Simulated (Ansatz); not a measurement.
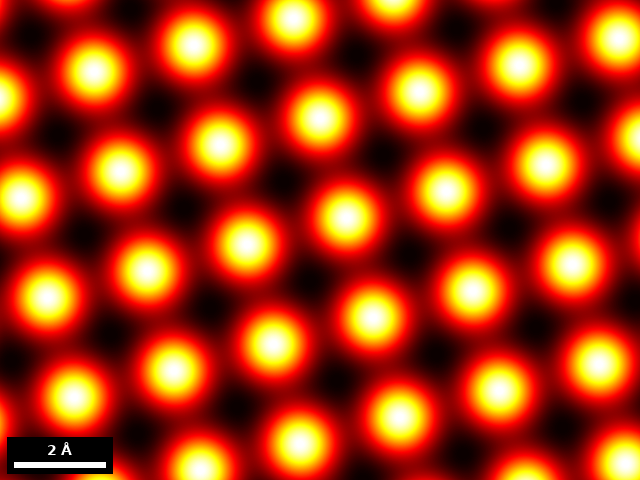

An image along [001] of one of the structures below (computed or model cells, partly hypothetical, each in its standard cell). The image is simulated as a sum over atoms of Z^1.8, blurred by a 1.30 Å probe (no channelling). The probe carries 25 % of its weight in a tail 2.5 times as wide.

A. Al
Space group Pm-3n (No. 223). a = 5.161 Å, b = 5.161 Å, c = 5.161 Å, α = 90.00°, β = 90.00°, γ = 90.00°
```csv
atom,site,symmetry,x,y,z
Al,2a,m-3.,0.0000,0.0000,0.0000
Al,6c,-4m.2,0.2500,0.0000,0.5000
```

B. Al
Space group P6/mmm (No. 191). a = 4.612 Å, b = 4.612 Å, c = 2.855 Å, α = 90.00°, β = 90.00°, γ = 120.00°
```json
{"atom": "Al", "site": "1a", "symmetry": "6/mmm", "x": "0.0000", "y": "0.0000", "z": "0.0000"}
{"atom": "Al", "site": "2d", "symmetry": "-6m2", "x": "0.3333", "y": "0.6667", "z": "0.5000"}
```

C. Al
Space group Im-3m (No. 229). a = 3.191 Å, b = 3.191 Å, c = 3.191 Å, α = 90.00°, β = 90.00°, γ = 90.00°
```csv
atom,site,symmetry,x,y,z
Al,2a,m-3m,0.0000,0.0000,0.0000
```

D. Co
Space group Pm-3n (No. 223). a = 4.498 Å, b = 4.498 Å, c = 4.498 Å, α = 90.00°, β = 90.00°, γ = 90.00°
| atom | site | symmetry | x | y | z |
| --- | --- | --- | --- | --- | --- |
| Co | 2a | m-3. | 0.0000 | 0.0000 | 0.0000 |
| Co | 6c | -4m.2 | 0.2500 | 0.0000 | 0.5000 |

Which of them gives this image?

C, Al. Along [001] the projected cells are A 5.16 × 5.16 Å, 90°; B 2.66 × 2.66 Å, 120°; C 2.26 × 2.26 Å, 90°; D 4.50 × 4.50 Å, 90°. The image repeats as C does.

Structure C: coordinates from a relaxation with Ansatz, DFT, r2SCAN, plane waves (500 eV) with PAW, scalar-relativistic; the starting structure was generated, so it need not be a known form of this composition.
